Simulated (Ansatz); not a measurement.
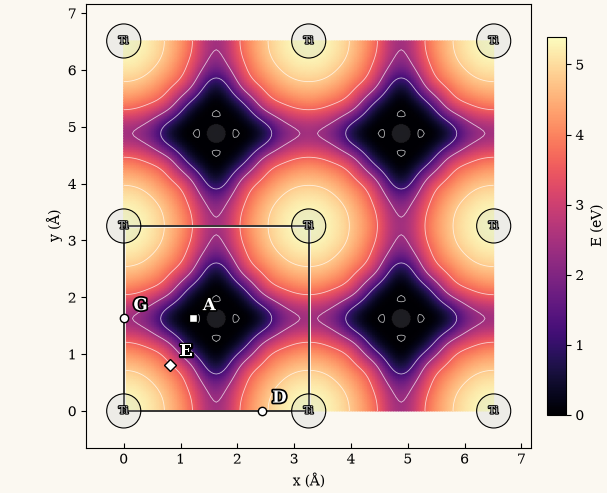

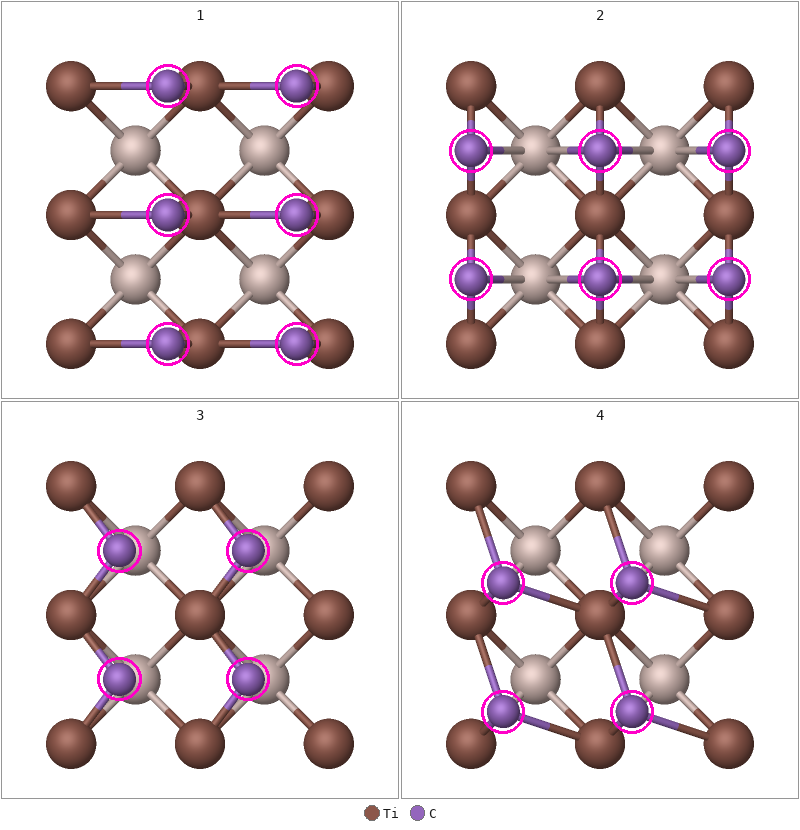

C on a Ti(100) slab cut from the Im-3m phase, its upper half relaxed before the scan (4 atoms of substrate and one adsorbate in a 1 × 1 cell). 
- C is moved over the surface cell; relaxed at each place: the height of the adsorbate's atoms; substrate rigid; the origin of the map has the adsorbate above Ti4.
- Places are given modulo a cell vector. The map is drawn in real space over the plane of the surface.
- The grid has 8 × 8 points; 15 points were computed and 49 follow by symmetry.
- Energies are in eV, from the lowest grid point.
- With one adsorbate in each 1 × 1 cell, its nearest image is 3.3 Å away, so neighbouring adsorbates interact.
- The calculation used DFT PBE, scalar-relativistic, plane waves, PAW (Ansatz). Settings: cutoff 420 eV, k-mesh 8×8×1, gaussian smearing 0.1 eV, no spin polarisation.

Drawn: a smooth colour map with a few white contour lines, labelled circles for the atoms of the top layer and small ones for the second layer, the outline of one cell of the 2 × 2 shown, lettered points. Between grid points the surface is interpolated. The numbered pictures are the structures at these points, in random order. Rings mark the moved atoms.

Which structure belongs to which point?

Answer. A is structure 3: (3/8, 4/8) of the cell vectors [nearest 1 Ti at 1.93 Å], 0.00 eV; D is structure 1: (6/8, 0/8) of the cell vectors [nearest 1 Ti at 1.80 Å], 4.62 eV; E is structure 4: (2/8, 2/8) of the cell vectors [nearest 1 Ti at 1.71 Å], 3.66 eV; G is structure 2: a bridge site between two Ti atoms, (0/8, 4/8) of the cell vectors, 2.45 eV.
